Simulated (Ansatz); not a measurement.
# Dielectric response of AlN (10-10) films, part 5 of 6

How well do thin wurtzite AlN (10-10) films screen a perpendicular field?

Ansatz 0.2.0; plane-wave DFT, PBE, Ansatz PAW (set soft_1); PAW set soft_1 (the session's first sound run).

So far. Step 22 (Field on, atoms free, 24 atoms, units 6, field -0.05 …): The dipole is -0.0662 e·Å, and the gap on the mesh 2.692 eV.

**23. Response with the atoms relaxed, 24 atoms, units 6**

This step: plane-wave DFT, PBE, Ansatz PAW (set soft_1); response to a field along the normal, atoms relaxed; PAW set soft_1 (Ansatz 0.2.0).

Numbers from this step:

- equivalent conductor thickness p/(ε₀AE): 15.48 Å
- distance between the outer atoms: 14.45 Å
- inner field over outer field: 0.1183
- local ε in the middle: 8.454

Local field over the applied field, running mean. From the potentials at -0.05 and 0.05 V/Å; running mean over 2.693 Å, taken twice. Local field over applied field against z:

```csv
z (Å),local field over applied field
5.0,0.987
7.5,0.577
10.0,0.0795
12.5,0.115
15.0,0.119
17.5,0.118
20.0,0.113
22.5,0.0801
25.0,0.620
27.5,0.990
```

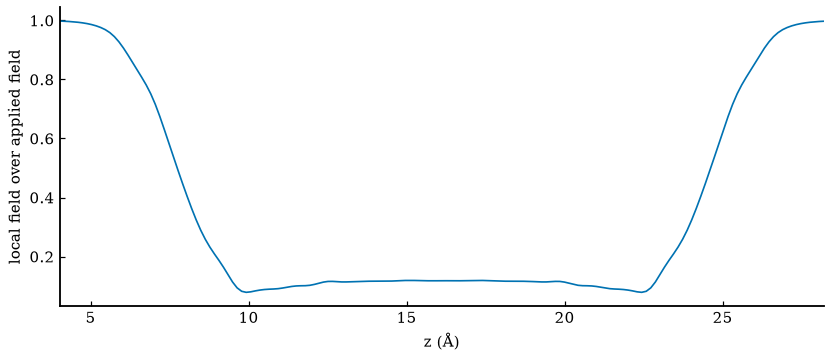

Local field over applied field, plotted against z.

The induced dipole is that of a conductor 15.48 Å thick.

**24. Electronic ε from the series**

This step: plane-wave DFT, PBE, Ansatz PAW (set soft_1); permittivity from the thickness series, atoms held; PAW set soft_1 (Ansatz 0.2.0).

Each added layer adds t(1 − 1/ε) to the dipole term, so the slope against thickness gives ε without a choice of where the film ends.

This step gave:

| Property | Result |
| --- | --- |
| slope | 0.7758 |
| intercept of the fit | 2.402 Å |
| ε of the interior | 4.460 |

Equivalent conductor thickness against distance between the outer atoms:

```csv
distance between the outer atoms (Å),equivalent conductor thickness (Å)
6.29,7.28
9.01,9.39
14.46,13.6
```

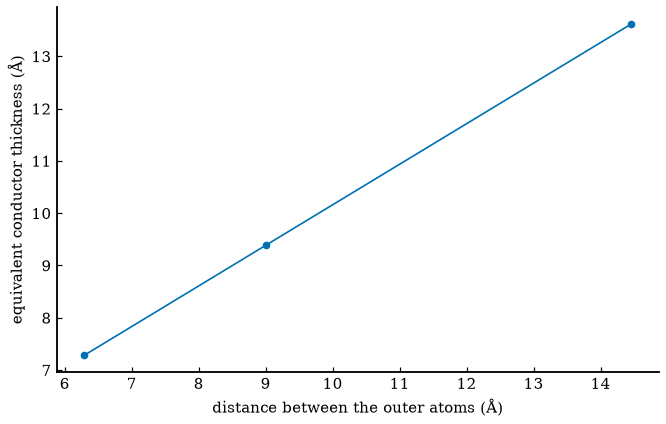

Equivalent conductor thickness, plotted against distance between the outer atoms.

By hand, from the thinnest and the thickest film: slope = (13.617 − 7.282) / (14.456 − 6.290) = 0.776, so ε = 1/(1 − 0.776) = 4.46.

**25. Static ε from the series**

This step: plane-wave DFT, PBE, Ansatz PAW (set soft_1); permittivity from the thickness series, atoms relaxed; PAW set soft_1 (Ansatz 0.2.0).

The same fit for the relaxed films. The nearer its slope lies to 1, the more ε hangs on small errors.

Numbers from this step:

* slope: 0.8880
* intercept of the fit: 2.642 Å
* ε of the interior: 8.928

Table of equivalent conductor thickness by distance between the outer atoms:

```csv
distance between the outer atoms (Å),equivalent conductor thickness (Å)
6.29,8.23
14.45,15.5
```

By hand, from the thinnest and the thickest film: slope = (15.477 − 8.228) / (14.454 − 6.290) = 0.888, so ε = 1/(1 − 0.888) = 8.92. One nm of such a film has the capacitance of 3.9/8.92 = 0.44 nm of SiO₂ (its equivalent oxide thickness).

**26. The bulk crystal**

This step: plane-wave DFT, PBE, Ansatz PAW (set soft_1); PAW set soft_1 (Ansatz 0.2.0).

System of this step: wurtzite AlN. The structure is hexagonal, space group P6_3mc (No. 186). The conventional cell has a = 3.110 Å, b = 3.110 Å, c = 4.980 Å, α = 90.00°, β = 90.00°, γ = 120.00°. Nearest to Al lie 4 N at 1.89 to 1.90 Å. N has 4 Al at 1.89 to 1.90 Å nearest. Farther neighbours and most contacts between anions are not listed.

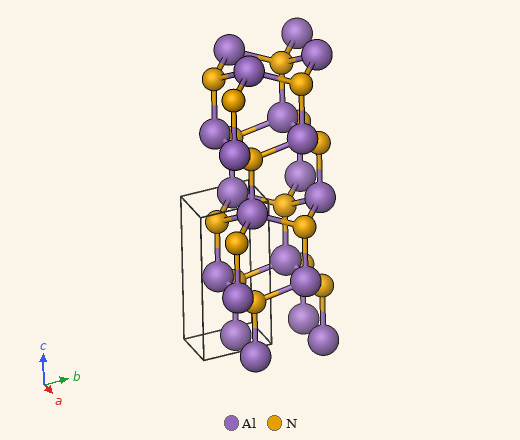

The cell of this step (aluminium purple, nitrogen orange). 2×2×2 cells are drawn. Some periodic images of atoms are drawn too.

Band edges are better read in the bulk than in a thin slab, where confinement and surface states shift them. The bulk run gives them against its mean potential.

File input.yaml:

```yaml
crystal:
  lattice:
    - [3.11, 0.0, 0.0]
    - [-1.555, 2.6933390058, 0.0]
    - [0.0, 0.0, 4.98]
  atoms:
    - { symbol: Al, position: [0.3333333333, 0.6666666667, 0.0] }
    - { symbol: Al, position: [0.6666666667, 0.3333333333, 0.5] }
    - { symbol: "N", position: [0.3333333333, 0.6666666667, 0.382] }
    - { symbol: "N", position: [0.6666666667, 0.3333333333, 0.882] }
kpoints:
  mp_grid: { grid: [10, 10, 6] }
  band_path: { path: [VBM, CBM], npoints: 1 }
hamiltonian:
  xc: pbe
  pseudopotentials: { kind: paw, azcp: { folder: soft_1 } }
scf:
  occupations: { method: fixed }
  convergence: { dr2_threshold: 1.0e-09 }
output:
  eigenvalues: true
checkpoint:
  write: bulk.run
  compress: false
  write_wavefunctions: false
```

Started as:

```sh
$ ansatz run input.yaml --threads 4 --pin off --max-ram 8192MiB --backend cpu --events-out ev --progress --plain --runs-dir out
```

Numbers of over 12 decimals in the logs are rounded to 6 here.

Output:

```text
[...]
Crystal: 4 atoms, lattice volume = 41.714 Å³
Basis set: ecut = 420 eV, 809 PW (Γ)
Bands: 12, of which v1, the nominal top of the filled ones, is band 8 counted from 1 (7 counted from 0)
Symmetry: 12 space group operations
[...]
k-points: 56 of 600 (time reversal used)
[...]
SCF iter   1: F=—  HF=-1851.414881 eV  |F-HF|=—  |Δ(HF+E_count)|=         —  Δρ=1.39e-1  dr2=9.85e0  ethr=3.10e-3  ⟨swp⟩=4.8  Hψ=3579  notcnv=0  defer=29
[...]
SCF iter   8: F=-1848.508661 eV  HF=-1848.508661 eV  |F-HF|=1.15e-10  |Δ(HF+E_count)|=   2.58e-9  Δρ=7.45e-7  dr2=1.81e-10  ethr=6.25e-12  ⟨swp⟩=3.3  Hψ=2603  notcnv=0
SCF 1 converged in 8 iterations: F = -1848.508661 eV  dr2 = 1.81e-10
[...]
SCF converged after 8 iterations
Free energy (F): -1848.508661 eV
[...]
Internal energy: -1848.508661 eV  (E = F + TS)
E sigma→0 (E₀):  -1848.508661 eV
Fermi energy:    7.164069 eV
[...]
--- Band table (eV; the first three rows and the last of 56) ---
  k-point 0: bands = [... 4 lower, 6.2946, 6.9415, 6.9415, 7.1641, 11.3682, 13.8357, 17.7867, 18.3233]
  k-point 1: bands = [... 4 lower, 6.3357, 6.5603, 6.8957, 6.8957, 11.8647, 13.9026, 17.6107, 18.2911]
  k-point 2: bands = [... 4 lower, 6.4492, 6.4492, 6.7725, 6.7725, 12.8226, 13.9623, 17.3309, 18.3258]
  k-point 55: bands = [... 4 lower, 3.5141, 3.5141, 6.3419, 6.3419, 14.2386, 14.2386, 15.4018, 15.4018]
```

Elapsed: 2 s, on 4 threads of Arm Neoverse V1, shared host; peak memory 0.31 GiB; 6.7 s of CPU time.

This step gave:

| Property | Result |
| --- | --- |
| gap on the k-mesh | 4.204 eV |
| gap along the path | 4.204 eV |
| smallest direct gap along the path | 4.204 eV |
| gap, the smaller of path and mesh | 4.204 eV |

The gap is 4.20 eV.

**27. Band edges against the vacuum, levels PBE**

This step: plane-wave DFT, PBE, Ansatz PAW (set soft_1); band edges against the vacuum, bulk levels by PBE; PAW set soft_1 (Ansatz 0.2.0).

System of this step: AlN (10-10), 6 units. The cell holds 24 atoms: 12 Al and 12 N. Its edges and angles: a = 3.110 Å, b = 4.980 Å, c = 32.364 Å, α = 90.0°, β = 90.0°, γ = 90.0°. It derives from AlN (wurtzite AlN). Vacuum lies along c.

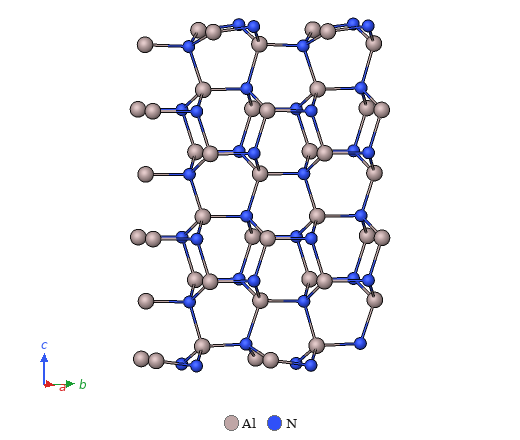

The cell of this step (aluminium light grey, nitrogen blue). 1×2×1 cells are drawn. Some periodic images of atoms are drawn too.

The averaged potential in the middle of the thickest slab ties the bulk's levels to the vacuum level.

File align.yaml:

```yaml
surface:
  bulk: { run: bulk.run }
  slab: { run: end6.run, axis: 3 }
  face: plus
  period: 2.69334
```

Started as:

```sh
$ ansatz align-bands align.yaml -- --threads 4 --pin off
```

Output:

```text
plus face
ionisation energy 5.931 eV
electron affinity 1.727 eV
  bulk: levels by pbe on the potential of pbe; from 14.84 to 17.53 Å its average varies by 0.0651 eV and climbs by -0.0000; the bulk's density to 0.97 % (its layers are strained against the bulk's: take a thicker slab or side, or run the bulk at their strain)
  vacuum: slopes by 0.0000 eV/Å; line-up 9.1606 eV
  the slab's own level stands +0.262 eV from the bulk's
  of the slab's run: its band edges are its mesh's, and a band can turn off it. A run with kpoints.band_path: { path: [VBM, CBM], npoints: 1 } finds the zone's; the potential's macroscopic average varies by 0.0651 eV from 14.836 to 17.529 Å, more than 0.03 eV: the crystal is too thin there to have an interior, or the window reaches out of it, or the period is not the layers'
```

It took 0.07 s on 4 threads.

Numbers from this step:

```
ionisation energy : 5.931 eV
electron affinity : 1.727 eV
slab level shift  : 0.2621 eV
```

Check by hand: ionisation energy less affinity, 5.93 − (1.73) = 4.20 eV, is the bulk gap at this level.

The program warns that the averaged potential varies by 0.07 eV in the slab's middle, which these edges carry as an error.

**28. The bulk with HSE06, k-mesh 8×8×4**

This step: plane-wave DFT, HSE06, Ansatz PAW (set soft_1); PAW set soft_1 (Ansatz 0.2.0).

System of this step: wurtzite AlN. It takes space group P6_3mc (No. 186, hexagonal). Conventional cell: a = 3.110 Å, b = 3.110 Å, c = 4.980 Å, α = 90.00°, β = 90.00°, γ = 120.00°. Nearest to Al lie 4 N at 1.89 to 1.90 Å. N has 4 Al at 1.89 to 1.90 Å nearest. Farther neighbours and most contacts between anions are not listed.

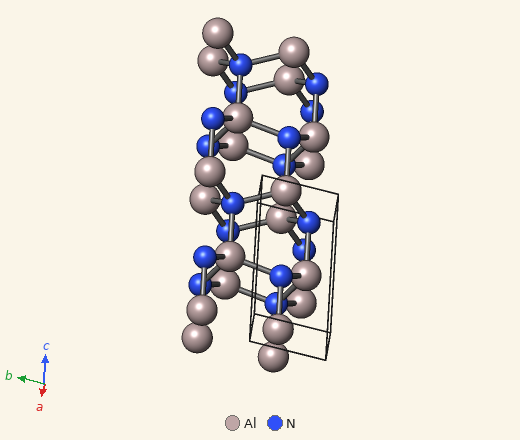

The cell of this step (aluminium light grey, nitrogen blue). 2×2×2 cells are drawn. Some periodic images of atoms are drawn too.

A hybrid functional removes part of the gap error, and is affordable in the small bulk cell.

input.yaml, the sections that differ from step 26:

```yaml
kpoints:
  mp_grid: { grid: [8, 8, 4] }
hamiltonian:
  xc: hse06
  pseudopotentials: { kind: paw, azcp: { folder: soft_1 } }
scf:
  occupations: { method: fixed }
  convergence: { dr2_threshold: 1.0e-08 }
checkpoint:
  write: bulk-hse.run
  compress: false
  write_wavefunctions: false
# crystal, output: as in step 26
```

Started as:

```sh
$ ansatz run input.yaml --threads 4 --pin off --max-ram 8192MiB --backend cpu --events-out ev --progress --plain --runs-dir out
```

Output:

```text
[...]
davidson cushion auto → on  (no smearing: the cushion is to keep the highest requested band from converging to the state above it; pin scf.eigensolver.cushion to override)
Crystal: 4 atoms, lattice volume = 41.714 Å³
Basis set: ecut = 420 eV, 809 PW (Γ)
Bands: 12, of which v1, the nominal top of the filled ones, is band 8 counted from 1 (7 counted from 0)
Symmetry: 12 space group operations
[...]
k-points: 30 of 256 (time reversal used)
[...]
SCF iter   1: F=—  HF=-1851.409407 eV  |F-HF|=—  |Δ(HF+E_count)|=         —  Δρ=1.40e-1  dr2=9.90e0  ethr=1.00e-1  ⟨swp⟩=4.4  Hψ=1411  notcnv=0
[...]
SCF iter   5: F=-1848.497786 eV  HF=-1848.497961 eV  |F-HF|=1.75e-4  |Δ(HF+E_count)|=   5.68e-4  Δρ=1.24e-3  dr2=2.67e-4  ethr=1.56e-5  ⟨swp⟩=4.1  Hψ=1150  notcnv=0  defer=4
SCF 1 stopped early in 5 iterations: F = -1848.497786 eV  dr2 = 2.67e-4
[...]
Exchange kernel: α = 0.2500, screened, ω = 0.2079 Å⁻¹, Wigner–Seitz truncation, v(0) = 1046.2870 eV·Å³, q-mesh 8×8×4, nearest image of the exchange supercell L = 19.92 Å, pair-density grid 15×15×24, without the augmentation charges, whose exchange is taken in its separable form by FFT convolution over the k-point mesh (sized by the pseudopotential files, 20×20×36 at the most), smooth part of the exact exchange by density-matrix convolution
Frozen-core exchange: fock
SCF iter   1: F=—  HF=-1849.437954 eV  |F-HF|=—  |Δ(HF+E_count)|=         —  Δρ=5.25e-3  dr2=6.90e-3  ethr=1.67e-5  ⟨swp⟩=6.5  Hψ=1759  notcnv=0
[...]
SCF iter   6: F=-1849.440297 eV  HF=-1849.440297 eV  |F-HF|=9.08e-8  |Δ(HF+E_count)|=   4.47e-6  Δρ=1.61e-5  dr2=5.30e-7  ethr=1.28e-8  ⟨swp⟩=3.2  Hψ=1201  notcnv=0
SCF 2 stopped early in 6 iterations: F = -1849.440297 eV  dr2 = 5.30e-7
hybrid outer 1: dexx = +5.656e-3 eV, tail = 6.78e-6 eV
[...]
Frozen-core exchange: fock
SCF iter   1: F=—  HF=-1849.440252 eV  |F-HF|=—  |Δ(HF+E_count)|=         —  Δρ=2.21e-5  dr2=1.48e-7  ethr=2.12e-7  ⟨swp⟩=3.0  Hψ=972  notcnv=0
[...]
SCF iter   4: F=-1849.440252 eV  HF=-1849.440252 eV  |F-HF|=6.80e-11  |Δ(HF+E_count)|=   5.01e-8  Δρ=1.40e-6  dr2=5.06e-10  ethr=2.45e-11  ⟨swp⟩=4.7  Hψ=1362  notcnv=0  defer=3
SCF 3 converged in 4 iterations: F = -1849.440252 eV  dr2 = 5.06e-10
[...]
hybrid outer 2: dexx = +6.561e-8 eV, tail = 2.52e-9 eV, Δε = 1.23e-3 eV (about 2.56e-5 eV left of the loop's levels)
hybrid SCF converged: 2 outer / 10 inner (+5 warm-up), last move |dexx| = 6.56e-8 eV, tail = 2.52e-9 eV
[...]
Free energy (F): -1849.440252 eV
Frozen-core exchange: fock
[...]
Internal energy: -1849.440252 eV  (E = F + TS)
E sigma→0 (E₀):  -1849.440252 eV
Fermi energy:    6.249928 eV
[...]
--- Band table (eV; the first three rows and the last of 30) ---
  k-point 0: bands = [... 4 lower, 5.2925, 6.0059, 6.0059, 6.2499, 11.8181, 14.4042, 18.7194, 19.0277]
  k-point 1: bands = [... 4 lower, 5.3914, 5.3914, 5.8957, 5.8957, 12.8143, 14.5346, 18.3194, 18.9875]
  k-point 2: bands = [... 4 lower, 5.6378, 5.6378, 5.6378, 5.6378, 14.2123, 14.2123, 18.2745, 18.2745]
  k-point 29: bands = [... 4 lower, 2.4802, 2.4802, 5.3395, 5.3395, 14.5473, 14.5473, 16.2392, 16.2392]
```

Wall time 10 s (4 threads); peak memory 1.2 GiB.

A gap read on the k-mesh alone can miss the band edges.

This step gave:

```yaml
gap_on_the_k_mesh: 5.568 eV
```

The gap is 5.57 eV.

**29. Band edges against the vacuum, levels HSE06**

This step: plane-wave DFT, PBE, Ansatz PAW (set soft_1); band edges against the vacuum, bulk levels by HSE06; PAW set soft_1 (Ansatz 0.2.0).

System of this step: AlN (10-10), 6 units. The cell holds 24 atoms: 12 Al and 12 N. Its edges and angles: a = 3.110 Å, b = 4.980 Å, c = 32.364 Å, α = 90.0°, β = 90.0°, γ = 90.0°. It derives from AlN (wurtzite AlN). Vacuum lies along c.

The same line-up with the hybrid's levels.

File align.yaml:

```yaml
surface:
  bulk: { run: bulk.run, levels_from: { run: bulk-hse.run } }
  slab: { run: end6.run, axis: 3 }
  face: plus
  period: 2.69334
```

Started as:

```sh
$ ansatz align-bands align.yaml -- --threads 4 --pin off
```

Output:

```text
plus face
ionisation energy 6.845 eV
electron affinity 1.277 eV
  bulk: levels by hse06 on the potential of pbe; from 14.84 to 17.53 Å its average varies by 0.0651 eV and climbs by -0.0000; the bulk's density to 0.97 % (its layers are strained against the bulk's: take a thicker slab or side, or run the bulk at their strain)
  vacuum: slopes by 0.0000 eV/Å; line-up 9.1606 eV
  of the bulk's run: of the levels' run: its band edges are its mesh's, and a band can turn off it. A run with kpoints.band_path: { path: [VBM, CBM], npoints: 1 } finds the zone's; its band edges are of a coarser mesh than the slab's or the interface's, whose density can shift them: a run under levels_from is taken as it is
[...]
```

Elapsed: 0.09 s, on 4 threads.

Numbers from this step:

```
ionisation energy : 6.845 eV
electron affinity : 1.277 eV
```

Check by hand: ionisation energy less affinity, 6.85 − (1.28) = 5.57 eV, is the bulk gap at this level.

The program warns that the averaged potential varies by 0.07 eV in the slab's middle, which these edges carry as an error.

(Part 5 of 6 ends here.)

[Logs are printed without paths, hosts, clocks, repeated set-up lines and the standing remarks that a program may print on its own settings, such as how far it seeks lower states.]

[Hosts, paths, dates, database ids (printed as entryN), source tags and the programs' standing remarks are cut or masked in the printed files.]

[Maps of the electrostatic potential energy from Ansatz leave out the sawtooth potential of an applied field or a dipole correction, so their vacuum need not be flat; planar profiles and work functions include it.]
